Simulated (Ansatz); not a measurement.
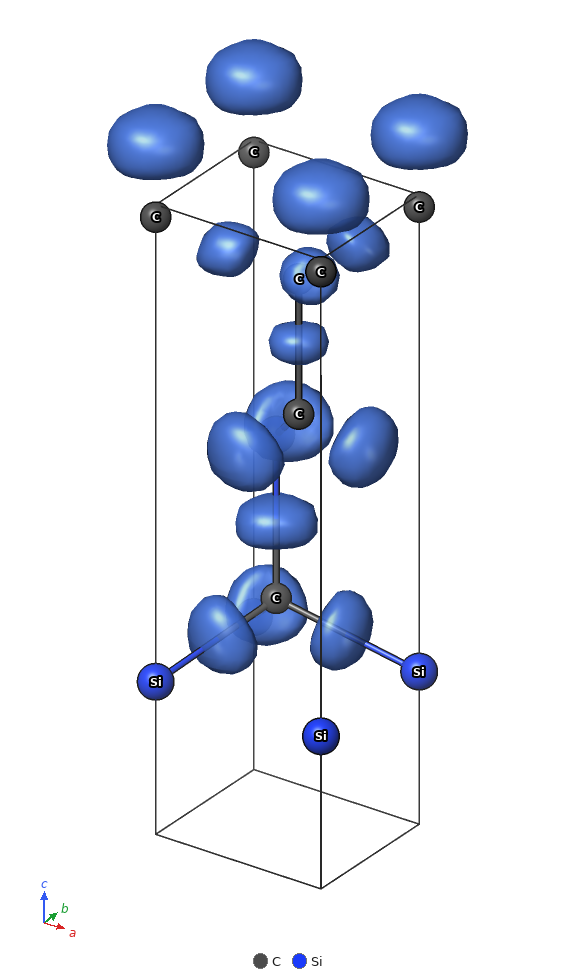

*SiC2. Isosurface of the electron localisation function at 0.85 (blue), seen slightly off an axis. Only the valence region is drawn (cores and ρ < 0.01 e/Å³ removed). Sticks mark near contacts.*

Space group P3m1; started from the ordered alloy on diamond lattice prototype, which need not be the ambient phase.

Computed with DFT, r2SCAN, plane waves, PAW (Ansatz).

In a PAW calculation such maps are meaningful between the atoms, not at the nuclei.

```yaml
crystal:
  lattice:
    - [2.93014, 0.00000, 0.00000]
    - [-1.46507, 2.53758, 0.00000]
    - [0.00000, 0.00000, 7.17548]
  atoms:
    - { symbol: C, position: [0.00000, 0.00000, 0.98028] }
    - { symbol: C, position: [0.66667, 0.33333, 0.69104] }
    - { symbol: C, position: [0.33333, 0.66667, 0.33530] }
    - { symbol: C, position: [0.66667, 0.33333, 0.90571] }
    - { symbol: Si, position: [0.33333, 0.66667, 0.59532] }
    - { symbol: Si, position: [0.00000, 0.00000, 0.24235] }
```

Q: Where are the electrons localised?

A: The ELF exceeds this value in one region between bonded C–C atoms (shared pairs), eight regions between bonded C–Si atoms (shared pairs) and three regions wrapped around C (the valence shell of each), counted in one cell of 6 atoms. Regions shared between cells count once.

Values along the shortest contacts:
C–C (1.54 Å): the ELF peaks at about 0.95 between the atoms, as expected for a covalent bond. Si–C (1.82 Å): the ELF peaks at about 0.95 between the atoms (localised, covalent bonding).
